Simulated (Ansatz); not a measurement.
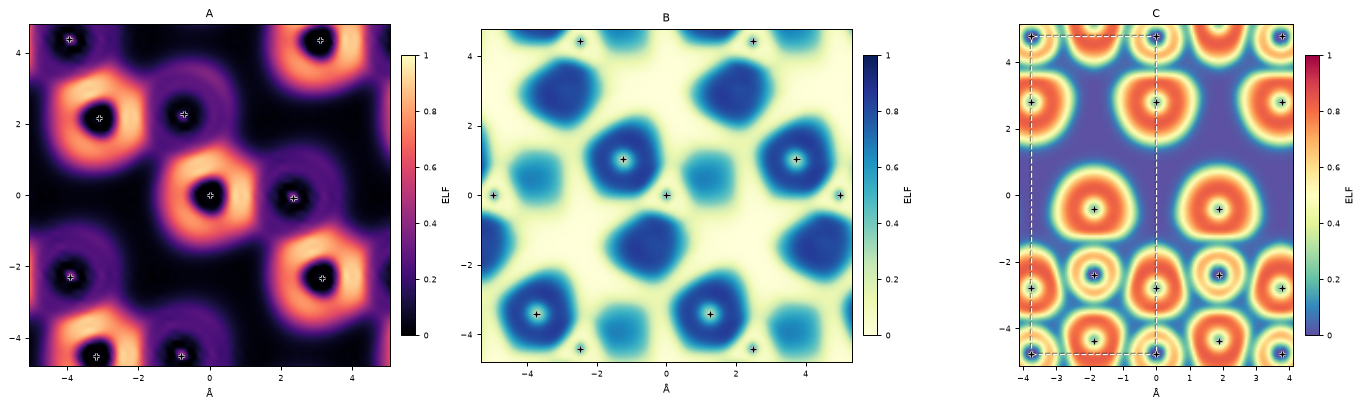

The electron localisation function of 3 systems, each on a plane through atoms (crosses mark nuclei in the plane).

Theory: DFT PBEsol, scalar-relativistic, plane waves, PAW in Ansatz.

System 1: SiO2, the (101) plane of the conventional cell. Space group I-42d; a structure from a database of computed crystals, not necessarily the ambient phase.

System 2: Ga16P15 (cell with a defect), the (100) plane of the calculation cell. Spin-polarised.

System 3: TiO2, the (100) plane of the conventional cell. Space group I4₁/amd; a structure from a database of computed crystals, not necessarily the ambient phase; computed without spin polarisation.

```cif
data_structure
_symmetry_space_group_name_H-M 'P 1'
_symmetry_Int_Tables_number 1
_cell_length_a 3.7688
_cell_length_b 3.7688
_cell_length_c 9.5583
_cell_angle_alpha 90.000
_cell_angle_beta 90.000
_cell_angle_gamma 90.000
_cell_volume 135.76
loop_
_atom_site_label
_atom_site_type_symbol
_atom_site_fract_x
_atom_site_fract_y
_atom_site_fract_z
_atom_site_occupancy
Ti1 Ti 0.00000 0.00000 0.00000 1
Ti2 Ti 0.50000 0.50000 0.50000 1
Ti3 Ti 0.00000 0.50000 0.25000 1
Ti4 Ti 0.50000 0.00000 0.75000 1
O1 O 0.00000 0.50000 0.45743 1
O2 O 0.50000 0.00000 0.95743 1
O3 O 0.00000 0.00000 0.20743 1
O4 O 0.50000 0.50000 0.70743 1
O5 O 0.00000 0.50000 0.04257 1
O6 O 0.50000 0.00000 0.54257 1
O7 O 0.00000 0.00000 0.79257 1
O8 O 0.50000 0.50000 0.29257 1
```

### Which map belongs to which system?

Panel A is system 2, Ga16P15: the plane holds Ga and P. Ga–P (2.35 Å): the ELF peaks at about 0.95 in the valence shell of P, 0.7 Å from its nucleus, and is about 0.75 at the midpoint. Panel B is system 1, SiO2: the plane holds Si and O. Si–O (1.62 Å): the ELF peaks at about 0.85 between the atoms (a short, strongly polar bond). Panel C is system 3, TiO2: the plane holds Ti and O. Ti–O (1.93 Å): the ELF peaks at about 0.80 in the valence shell of O, 0.6 Å from its nucleus, and is about 0.20 at the midpoint: no localised pair shows between them.
